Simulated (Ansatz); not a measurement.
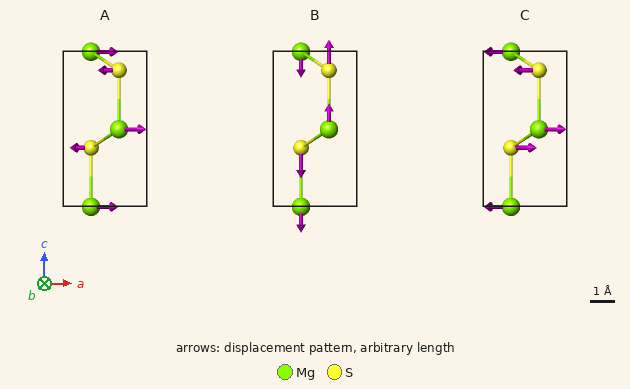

Three optical modes of solid MgS at the zone centre, in no order (one member of each degenerate set). Displacements are drawn as purple arrows; their common scale and sign are arbitrary. A ball-and-stick model of the cell of the calculation, seen along the b axis.

Computed with DFT PBE, scalar-relativistic, plane waves, PAW in Ansatz. Set-up: plane-wave cutoff 420 eV; k-point mesh 6 × 6 × 4; occupations fixed; no spin polarisation.

Frequencies are those without the non-analytic (LO–TO) term.

Question: Order them from the lowest to the highest frequency (imaginary ones first).

Answer: C (90 cm⁻¹), B (265 cm⁻¹), A (327 cm⁻¹). C, E₂: All motion is along a; atoms of one kind move against one another, with no net shift of any sublattice; the Mg–S bond lengths don't change to first order, so for these it is a bending, tilting or sliding motion; the kinetic energy is shared as S 55 %, Mg 45 %. B, B₁: All motion is along c; atoms of one kind move against one another, with no net shift of any sublattice; it mainly bends the Mg–S bonds; the kinetic energy is shared as S 69 %, Mg 31 %. A, E₁: The Mg sublattice moves against the S sublattice, along a; it stretches the shortest Mg–S bonds (2.47 Å); the kinetic energy is shared as Mg 57 %, S 43 %.
